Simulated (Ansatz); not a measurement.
W₁₃Se₂₈ (cell charge −1, with a compensating background) (cell with a defect)

Input

```
crystal:
  lattice:
    - [8.3024665753, -2.8760587872, 0.0]
    - [-6.6419732602, -5.7521175747, 0.0]
    - [0.0, 0.0, -15.0438319106]
  atoms:
    - { symbol: W, position: [0.6145620159, 0.5197003514, 0.25] }
    - { symbol: W, position: [0.1970108552, 0.2351290433, 0.25] }
    - { symbol: W, position: [0.9051383355, 0.3854379841, 0.25] }
    - { symbol: W, position: [0.4802996486, 0.0948616645, 0.25] }
    - { symbol: W, position: [0.0381181881, 0.8029891448, 0.25] }
    - { symbol: W, position: [0.7648709567, 0.9618818119, 0.25] }
    - { symbol: W, position: [0.0952396842, 0.6190298577, 0.75] }
    - { symbol: W, position: [0.3809701423, 0.4762098266, 0.75] }
    - { symbol: W, position: [0.9523641478, 0.1904829891, 0.75] }
    - { symbol: W, position: [0.6666666667, 0.3333333333, 0.75] }
    - { symbol: W, position: [0.2381188413, 0.0476358522, 0.75] }
    - { symbol: W, position: [0.8095170109, 0.7618811587, 0.75] }
    - { symbol: W, position: [0.5237901734, 0.9047603158, 0.75] }
    - { symbol: Se, position: [0.0908211604, 0.6198891113, 0.1392148406], spin: 0.5 }
    - { symbol: Se, position: [0.3801108887, 0.470932049, 0.1392148406], spin: 0.5 }
    - { symbol: Se, position: [0.9610515614, 0.1987517576, 0.1391308257] }
    - { symbol: Se, position: [0.6666666667, 0.3333333333, 0.1386246309] }
    - { symbol: Se, position: [0.2377001962, 0.0389484386, 0.1391308257] }
    - { symbol: Se, position: [0.8012482424, 0.7622998038, 0.1391308257] }
    - { symbol: Se, position: [0.529067951, 0.9091788396, 0.1392148406], spin: 0.5 }
    - { symbol: Se, position: [0.3333333333, 0.6666666667, 0.6382497074] }
    - { symbol: Se, position: [0.6189743367, 0.5237706971, 0.6382726323] }
    - { symbol: Se, position: [0.1905461355, 0.2381552136, 0.6382915182] }
    - { symbol: Se, position: [0.9047963603, 0.3810256633, 0.6382726323] }
    - { symbol: Se, position: [0.4762293029, 0.0952036397, 0.6382726323] }
    - { symbol: Se, position: [0.0476090781, 0.8094538645, 0.6382915182] }
    - { symbol: Se, position: [0.7618447864, 0.9523909219, 0.6382915182] }
    - { symbol: Se, position: [0.0908211604, 0.6198891113, 0.3607851594], spin: 0.5 }
    - { symbol: Se, position: [0.3801108887, 0.470932049, 0.3607851594], spin: 0.5 }
    - { symbol: Se, position: [0.9610515614, 0.1987517576, 0.3608691743] }
    - { symbol: Se, position: [0.6666666667, 0.3333333333, 0.3613753691] }
    - { symbol: Se, position: [0.2377001962, 0.0389484386, 0.3608691743] }
    - { symbol: Se, position: [0.8012482424, 0.7622998038, 0.3608691743] }
    - { symbol: Se, position: [0.529067951, 0.9091788396, 0.3607851594], spin: 0.5 }
    - { symbol: Se, position: [0.3333333333, 0.6666666667, 0.8617502926] }
    - { symbol: Se, position: [0.6189743367, 0.5237706971, 0.8617273677] }
    - { symbol: Se, position: [0.1905461355, 0.2381552136, 0.8617084818] }
    - { symbol: Se, position: [0.9047963603, 0.3810256633, 0.8617273677] }
    - { symbol: Se, position: [0.4762293029, 0.0952036397, 0.8617273677] }
    - { symbol: Se, position: [0.0476090781, 0.8094538645, 0.8617084818] }
    - { symbol: Se, position: [0.7618447864, 0.9523909219, 0.8617084818] }
  host:
    lattice:
      - [3.3209866301, 0.0, 0.0]
      - [-1.6604933151, 2.8760587873, 0.0]
      - [0.0, 0.0, 15.0438319106]
    atoms:
      - { symbol: W, position: [0.6666666667, 0.3333333333, 0.75] }
      - { symbol: W, position: [0.3333333333, 0.6666666667, 0.25] }
      - { symbol: Se, position: [0.3333333333, 0.6666666667, 0.8615430499] }
      - { symbol: Se, position: [0.6666666667, 0.3333333333, 0.3615430499] }
      - { symbol: Se, position: [0.3333333333, 0.6666666667, 0.6384569501] }
      - { symbol: Se, position: [0.6666666667, 0.3333333333, 0.1384569501] }
total_charge: -1
basis:
  ecutwfc: 420
  xc_grid: 2
kpoints:
  mp_grid: { grid: [2, 2, 2], shift: [0.0, 0.0, 0.0] }
hamiltonian:
  xc: pbe
scf:
  occupations: { method: gaussian, width: 0.01 }
output:
  forces: true
  stress: false
  eigenvalues: true
  populations: true
  charged_corrections:
    defect_position: [0.33333333, 0.66666667, 0.25]
    epsilon: [[13.4581, 0.0, 0.0], [0.0, 13.4581, 0.0], [0.0, 0.0, 4.0466]]
  write_density: true
  write_potential: true
  elf: true
  volumetric_format: npy
magnetization:
  spin_polarized: true
relax:
  adjacent_minimum: "off"
  f_tol: 0.025
  max_steps: 45
```

Launched as:

```sh
ansatz run input.yaml --threads 4 --pin off --max-ram 10240MiB --backend cpu --events-out ev --progress --plain --runs-dir out
```

Spin-polarised.

Level of theory: Ansatz, DFT PBE, scalar-relativistic, plane waves, PAW.

In a PAW calculation such maps are meaningful between the atoms, not at the nuclei.

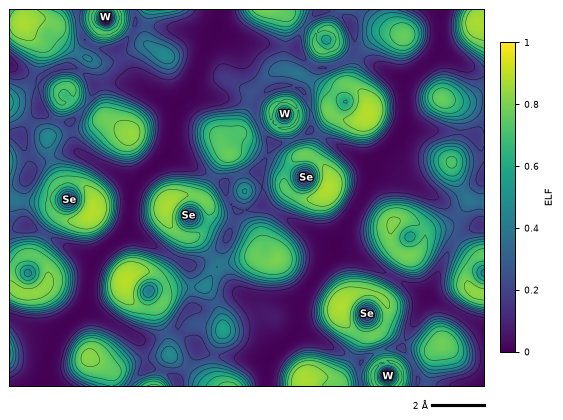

Figure 1. Electron localisation function on the (111) plane of the calculation cell.

**What do the fields say about this system?**

The section cuts through W and Se sites.
Atoms just off the plane (W, 0.4 Å away and Se, 0.4 Å away) can leave unmarked features too.
W–Se (2.52 Å): the ELF is about 0.55 at the midpoint.
The features right at W lie inside the PAW spheres, where the map follows smoothed inner orbitals and isn't to be read closely.

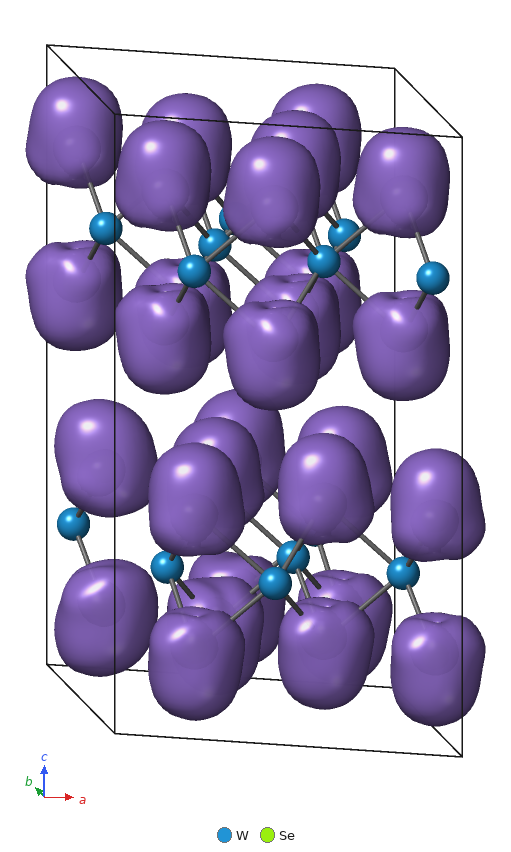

Figure 2. Isosurface of the electron localisation function at 0.65 (purple), seen slightly off an axis. Only the valence region is drawn (cores and ρ < 0.01 e/Å³ removed). Sticks mark near contacts.

**Identify the bonds, lone pairs and shells in this picture.**

The surface consists of 28 regions wrapped around Se (the valence shell of each), counted in one cell of 41 atoms. Any copies at cell faces, edges or corners count once.


W–Se (2.51 Å): the ELF is about 0.55 at the midpoint.

**Metal or insulator at this level of theory?**

It is metallic or semimetallic at this level of theory: no gap opens.
